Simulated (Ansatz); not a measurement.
System: zincblende ZnS, space group F-43m (No. 216), 2 atoms in the primitive cell, in a cell relaxed beforehand; cubic a = 5.389 Å. Here the cell is stretched along z by ±0.5 %, with x and y held, and the atoms are carried along without relaxing. Level of theory: r2SCAN, Ansatz PAW set, no spin polarisation, no spin-orbit coupling, 8×8×8 k mesh, 500 eV cutoff; code Ansatz 0.2.0.

Unstrained, the conduction levels that are followed lie 2.70 eV (Γ) and 3.71 eV (X) above the valence top at Γ.

> How will the band edges respond?

For each 1 % of strain: −46 meV at Γ, +59 meV at X [001] and +4 meV at X [100]/[010]. For the X levels E[001] − E[100] = Ξu (εzz − εxx), and the splitting is +55 meV for 1 %, so Ξu = 5.5 eV. The threefold valence top splits at 37 meV for each 1 % of strain; under tension the single level lies below the pair. With E(single) − E(pair) = 3b (εzz − εxx), b = −1.22 eV.

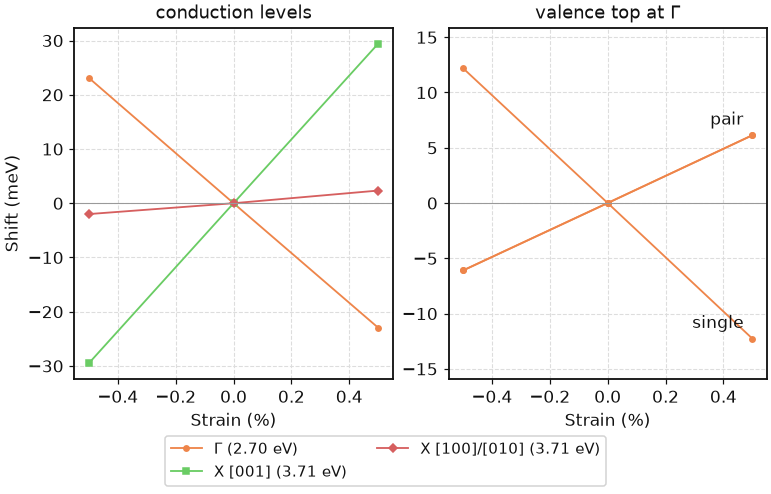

Shifts of the lowest conduction level at the points named, against the centre of the valence top at Γ (unstrained energies in the legend), and the splitting of that top about its centre. Directions are on the cubic axes.

The PAW data sets were made with another functional. LDA, GGA and most meta-GGA functionals understate gaps. Spin-orbit coupling, left out here, splits this threefold top even without strain.
